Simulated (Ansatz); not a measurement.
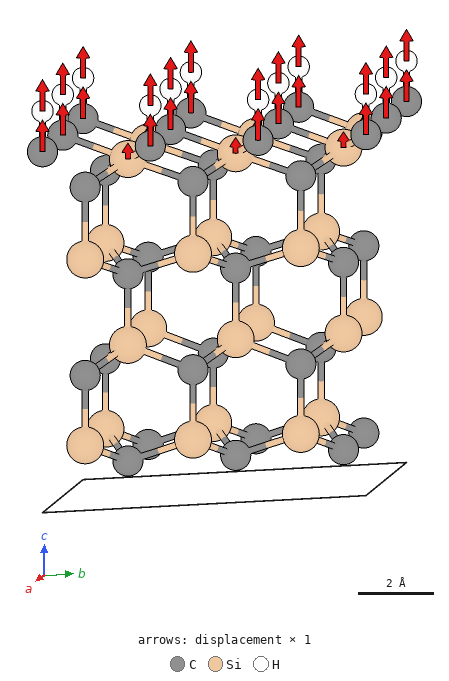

This is a constrained relaxation of a slab of composition Si4HC5 (cut from the P6_3mc phase). The starting structure is drawn; red arrows show the displacements, at their true length.

The picture is a ball-and-stick view of the 2 × 3 repeat of the cell, outlined in the plane, without the vacuum, seen slightly off an axis.

Case: CH put at a hollow Si-C site. The slab is the (0 0 1) face of SiC with CH on it. 4 atoms are held fixed.

Computed with Ansatz, DFT r2SCAN, scalar-relativistic, plane waves, PAW. (plane-wave cutoff 500 eV; k-point mesh 9 × 9 × 1; occupations gaussian; smearing width 0.05 eV; collinear spin; dipole correction; atoms relaxed in a fixed cell; force threshold 0.03 eV/Å; at most 70 steps)

What did the optimiser do to the structure, and how much energy did it gain?

The largest moves, 0.88 Å, are those of C and H atoms. By element the largest moves are C 0.88 Å, H 0.88 Å, Si 0.45 Å. The lattice vectors keep their values. Some distances before and after: C–C 2.123 → 2.770 Å, Si–Si 3.087 → 3.449 Å, C–Si 1.863 → 2.085 Å, C–Si 1.874 → 2.054 Å. Bond angles that change, for instance: Si–C–Si 111.3° → 95.0°, C–Si–C 111.3° → 95.0°, C–Si–C 69.2° → 84.0°. After 8 geometry steps the energy has fallen by 3.216 eV per cell of the calculation. Largest force component: 5.4 eV/Å at the start, 0.014 eV/Å at the end.

Limits of the set-up: the periodic images lie only 3.1 Å apart, so the values are limited by the cell's size.
